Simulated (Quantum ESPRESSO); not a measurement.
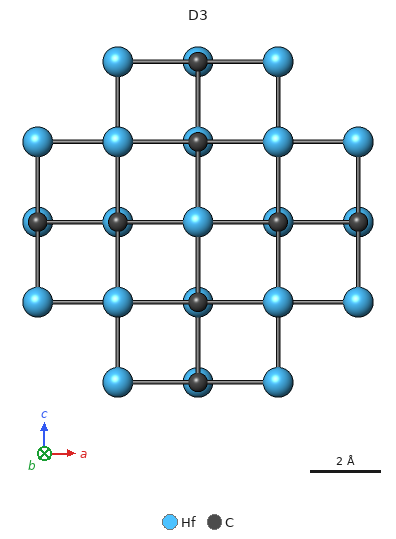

Solid HfC (set up in Fm-3m), relaxed (cell and atoms) with several dispersion corrections. The picture shows the result with D3. A ball-and-stick model of the conventional cell (4 times the calculation's cell), seen along the b axis. Lengths and directions refer to the drawn axes.

Computed with Quantum ESPRESSO 7.5: PBEsol, GBRV 1.5 PBEsol. Settings: plane-wave cutoff 612.3 eV; k-point mesh 10 × 10 × 10; occupations fermi-dirac; smearing width 0.05 eV; optimiser BFGS; no spin polarisation.

```
dispersion correction  volume (Å³/atom)  a (Å)
                   D3            12.105  4.592
                 none                 ?      ?
               D3(BJ)            12.046  4.585
                   D4            12.136  4.596
```

One row is withheld. What does the calculation give there?

With none the volume is the largest of the series, above D4 (12.136). The calculation gives 12.238 Å³/atom (a = 4.609 Å). In order of volume: D3(BJ) < D3 < D4 < none; the spread is 1.6 %.

Each member starts from this one structure; whether another phase lies lower wasn't checked.
